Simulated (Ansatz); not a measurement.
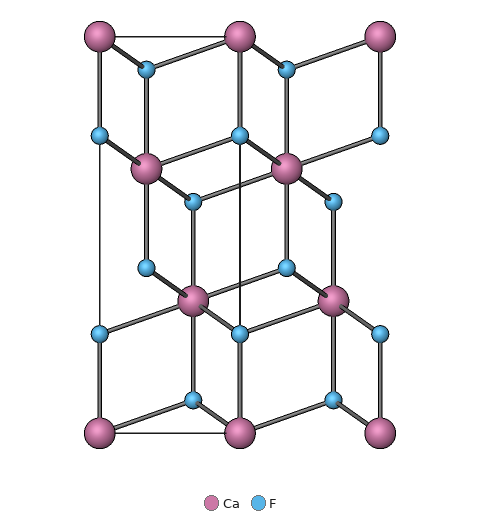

The picture looks along a close-packed row of the hexagonal mesh; [111] points upwards. Every atom sits on one of the three columns of the mesh; call them A, B, C in the order in which they first turn up. The box is the hexagonal cell of the face-centred cubic lattice. The sequence starts with the first layer at or above the cell's origin.

The compound is CaF2, taken as the end point of a relaxation with DFT PBEsol, scalar-relativistic, plane waves, PAW (Ansatz).

Q: List the layers of one repeat.

A: Ca(A) – F(B) – F(A) – Ca(B) – F(C) – F(B) – Ca(C) – F(A) – F(C) (nine layers in 9.39 Å).

Heights of the layers:

```json
{"layer": "1", "atoms (column)": "Ca(A)", "height (Å)": "0.00", "to next (Å)": "0.78"}
{"layer": "2", "atoms (column)": "F(B)", "height (Å)": "0.78", "to next (Å)": "1.57"}
{"layer": "3", "atoms (column)": "F(A)", "height (Å)": "2.35", "to next (Å)": "0.78"}
{"layer": "4", "atoms (column)": "Ca(B)", "height (Å)": "3.13", "to next (Å)": "0.78"}
{"layer": "5", "atoms (column)": "F(C)", "height (Å)": "3.91", "to next (Å)": "1.56"}
{"layer": "6", "atoms (column)": "F(B)", "height (Å)": "5.48", "to next (Å)": "0.78"}
{"layer": "7", "atoms (column)": "Ca(C)", "height (Å)": "6.26", "to next (Å)": "0.78"}
{"layer": "8", "atoms (column)": "F(A)", "height (Å)": "7.04", "to next (Å)": "1.57"}
{"layer": "9", "atoms (column)": "F(C)", "height (Å)": "8.61", "to next (Å)": "0.78"}
```
